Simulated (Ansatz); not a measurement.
System: CO₂.

Input file:

```
crystal:
  lattice:
    - [4.3441, 0.0, 0.0]
    - [0.0, 6.111, 0.0]
    - [0.0, 0.0, 4.285]
  atoms:
    - { symbol: C, position: [0.0, 0.323, 0.25] }
    - { symbol: C, position: [0.5, 0.177, 0.75] }
    - { symbol: C, position: [0.0, 0.677, 0.75] }
    - { symbol: C, position: [0.5, 0.823, 0.25] }
    - { symbol: O, position: [0.272, 0.37, 0.467] }
    - { symbol: O, position: [0.228, 0.13, 0.967] }
    - { symbol: O, position: [0.772, 0.13, 0.533] }
    - { symbol: O, position: [0.728, 0.37, 0.033] }
    - { symbol: O, position: [0.728, 0.63, 0.533] }
    - { symbol: O, position: [0.772, 0.87, 0.033] }
    - { symbol: O, position: [0.228, 0.87, 0.467] }
    - { symbol: O, position: [0.272, 0.63, 0.967] }
kpoints:
  mp_grid: { grid: [6, 5, 6] }
scf:
  occupations: { method: fermi_dirac, width: 0.01 }
hamiltonian:
  xc: pbe
  pseudopotentials: { kind: paw }
output:
  forces: true
  stress: true
  populations: true
  efg: { quadrupole_moments_barn: { O: -0.02558 }, contact_densities: true }
  write_density: true
  write_potential: true
  elf: true
  volumetric_format: npy
relax:
  f_tol: 0.02
  max_steps: 60
```

Command:

```sh
ansatz run input.yaml --threads 1 --pin off --max-ram 3072MiB --backend cpu --events-out ev --progress --plain --runs-dir out
```

Below, planes, directions and counts refer to the conventional cell (a = 4.34 Å, b = 6.11 Å, c = 4.29 Å, α = 90.00°, β = 90.00°, γ = 90.00°).

The fields are those of the relaxed geometry.

Space group Pbcn; computed pressure about 20 GPa in this cell.

Level of theory: Ansatz, DFT, PBE, plane-wave PAW, default files, scalar-relativistic.

Question: Predict the valence pseudo-density and electron localisation function between the atoms.

Answer: C–O (1.16 Å): ρ is about 3.7 e/Å³ halfway; the ELF peaks at about 0.85 between the atoms (inside overlapping PAW spheres, so only a guide); a short, multiple covalent bond.

Question: Metal or insulator at this level of theory?

Answer: It is gapped, with a Kohn–Sham gap of 7.0 eV on the k-point mesh (the band edges may lie off the mesh, which would make the gap smaller).

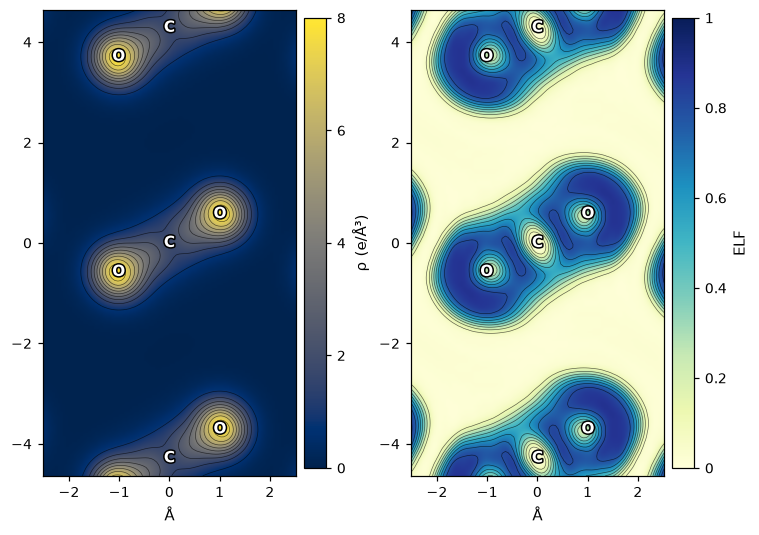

Computed valence pseudo-density and electron localisation function on the (010) plane of the conventional cell, in this order. 

Core electrons are frozen (PAW), and the valence fields are smoothed inside the atomic spheres.
